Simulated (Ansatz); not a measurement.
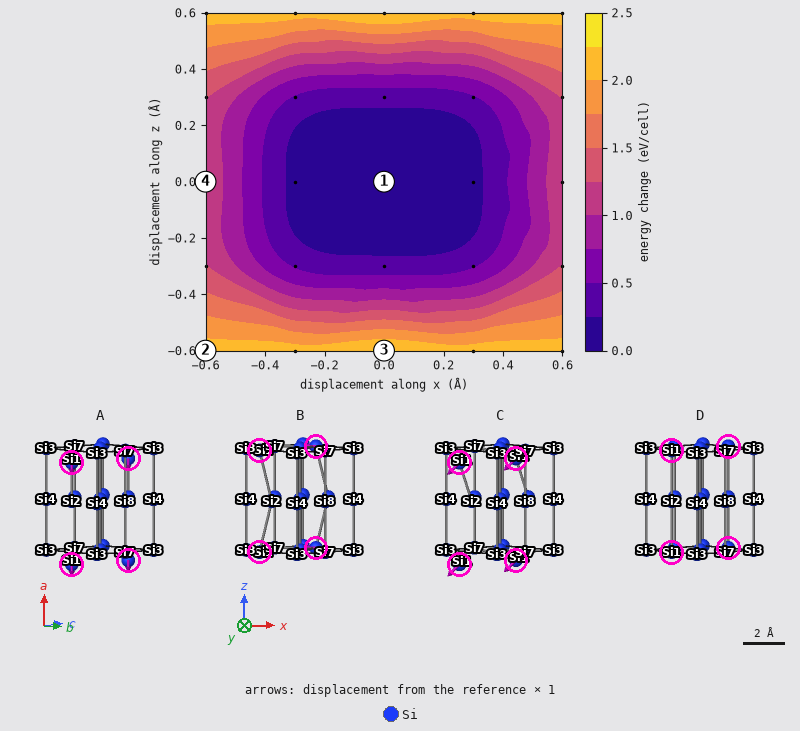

A scan of a crystal of Si (P6/mmm): a Si atom (one in each cell of 8 atoms) is moved over the plane of the Cartesian directions x and z, all else fixed. The map is interpolated between the computed points (dots). The frames are shuffled; each belongs to one numbered point. Style: ball-and-stick. Shown: the cell of the calculation, nearly along the normal of the scanned plane. The ringed atoms are those of the scanned coordinates. Purple arrows: displacements from the reference.

Computed with Ansatz, DFT r2SCAN, scalar-relativistic, plane waves, PAW. Settings: plane-wave cutoff 500 eV; k-point mesh 12 × 12 × 12; occupations gaussian; smearing width 0.15 eV; no spin polarisation. Energies (free energies at the smearing named) are counted from the relaxed crystal.

Which frame belongs to which numbered point?

Answer. Point 1 is frame D, at (0.00, 0.00) and 0.00 eV/cell; 2 is frame C, at (−0.60, −0.60) and 2.13 eV/cell; 3 is frame A, at (0.00, −0.60) and 2.26 eV/cell; 4 is frame B, at (−0.60, 0.00) and 1.19 eV/cell. In pairs of (displacement along x (Å); displacement along z (Å)): the lowest computed point lies at (0.00, 0.00) (0.00 eV/cell), the highest at (0.00, −0.60), (0.00, 0.60) (2.26 eV/cell).  Over the ranges scanned the energy rises more along the second axis, the displacement along z.
